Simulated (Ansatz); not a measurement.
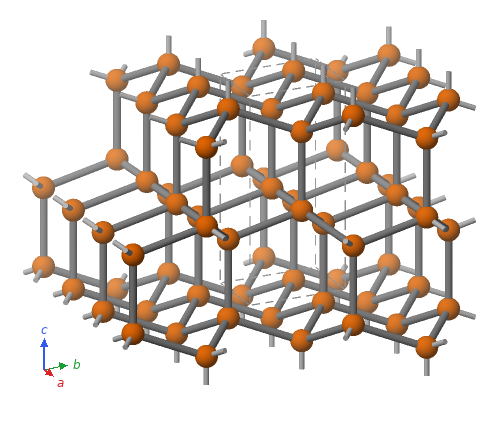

The picture shows a finite piece of the underlying net of a crystal structure, nodes on the atoms' positions. Nodes are coloured by topological kind. Edges to nodes outside the piece are drawn as stubs.

### Classify the net: periodicity, connectivity, name.

A uninodal 4-connected, three-periodic net. It is the lon net, known from lonsdaleite, wurtzite and tridymite.

### Give point symbol and coordination sequence.

6^6, sequence 4, 12, 25, 44.

Origin of the net. System CdS (space group P6_3mc, No. 186); source of the atomic positions: coordinates from a relaxation with DFT, r2SCAN, plane waves, PAW (Ansatz). Bonds are taken as Cd–S below 2.9 Å. Atoms with one bond or none are removed and atoms with two bonds are replaced by edges, until no such atom is left. Cd and S are 4-connected nodes.
